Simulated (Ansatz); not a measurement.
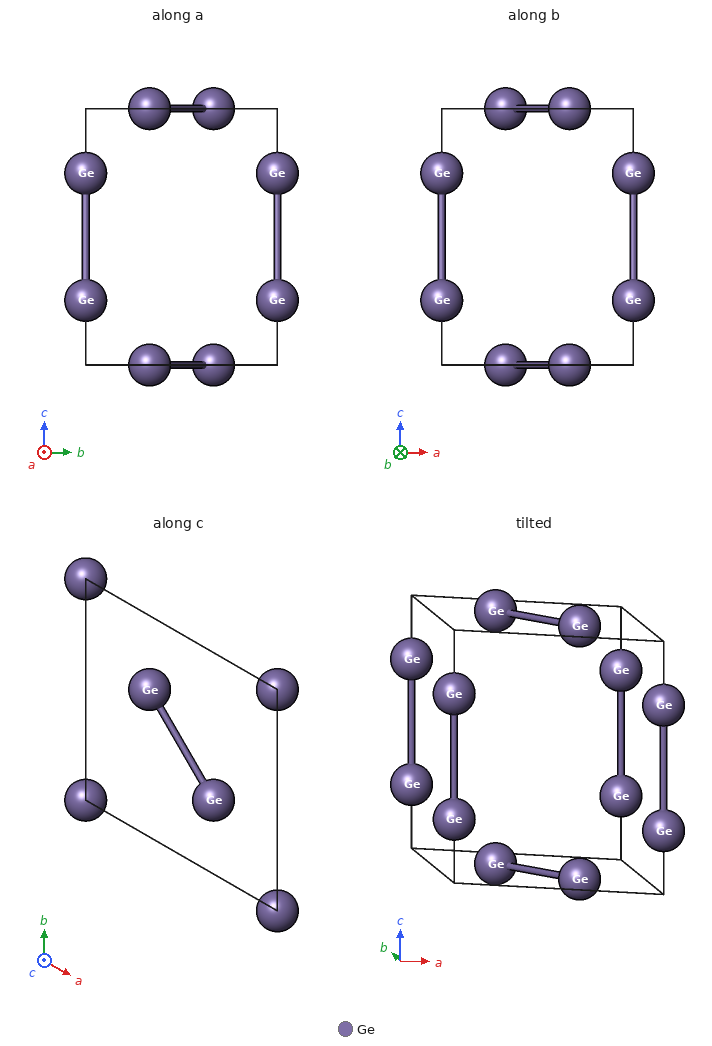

An orthographic ball-and-stick view of the structure, along the a axis, along the b axis, along the c axis and slightly off an axis. The conventional unit cell is drawn as a box.

Lattice parameters: a = 4.6380 Å, b = 4.6380 Å, c = 5.3709 Å, α = 90.000°, β = 90.000°, γ = 120.000°.

Reconstruct the structure as a CIF with its space group and independent sites, with free fractional coordinates to two decimals.

Answer.
```cif
data_structure
_symmetry_space_group_name_H-M 'P 6/m m m'
_symmetry_Int_Tables_number 191
_cell_length_a 4.6380
_cell_length_b 4.6380
_cell_length_c 5.3709
_cell_angle_alpha 90.000
_cell_angle_beta 90.000
_cell_angle_gamma 120.000
_cell_volume 100.06
loop_
_atom_site_label
_atom_site_type_symbol
_atom_site_symmetry_multiplicity
_atom_site_Wyckoff_symbol
_atom_site_fract_x
_atom_site_fract_y
_atom_site_fract_z
_atom_site_occupancy
Ge1 Ge 2 c 0.3333 0.6667 0.00 1
Ge2 Ge 2 e 0.00 0.00 0.25 1
```

The initial geometry was a random cell made by a generator, so it need not be a real form of the element. Relaxation method: DFT PBE, scalar-relativistic, plane waves, PAW (Ansatz 0.2.0).
